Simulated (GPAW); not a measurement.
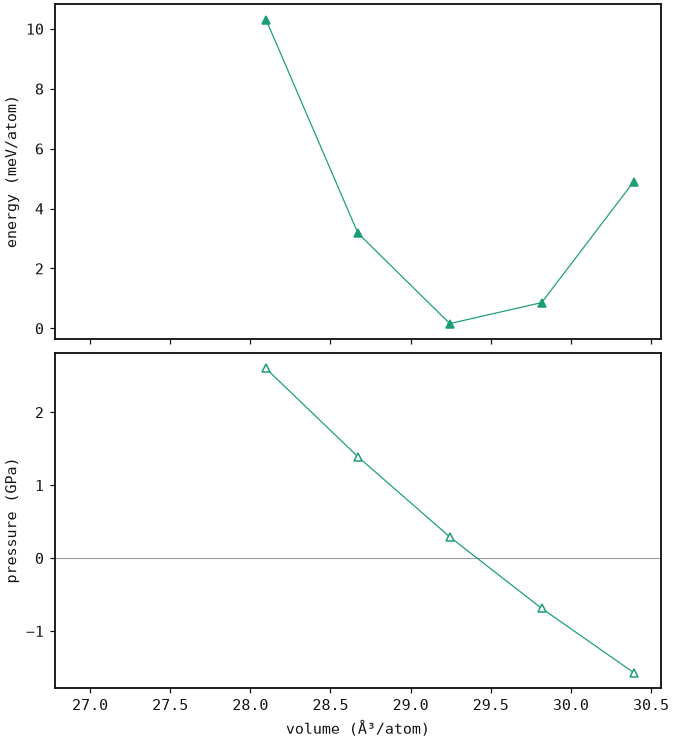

The plot gives the computed energy and pressure against volume for PbSe, space group Fm-3m (No. 225).

Cell as given: a = 4.328 Å, b = 4.328 Å, c = 4.328 Å, α = 60.00°, β = 60.00°, γ = 60.00°; 2 atoms.

How it was computed, with GPAW 26.7.0: PAW DFT in plane waves, on a grid or in atomic orbitals, no spin polarisation; energies at scaled volumes of the given cell, shape and fractions fixed, counted from the fit's minimum, third-order Birch-Murnaghan fit. Level: rSCAN.

k mesh 6×6×6; occupations Fermi–Dirac; smearing width 0.05 eV; potentials GPAW PAW data sets (gpaw data 1.2.1); wave cutoff 600 eV; program settings basis pw.

The points at volume 26.95 Å³/atom and 27.52 Å³/atom are left out of the plot. What values does the calculation give there?

```csv
volume (Å³/atom),energy (meV/atom),pressure (GPa)
26.95,38.81,5.42
27.52,22.01,3.94
```

Limits of the calculation: spin-orbit coupling left out, heavy elements.
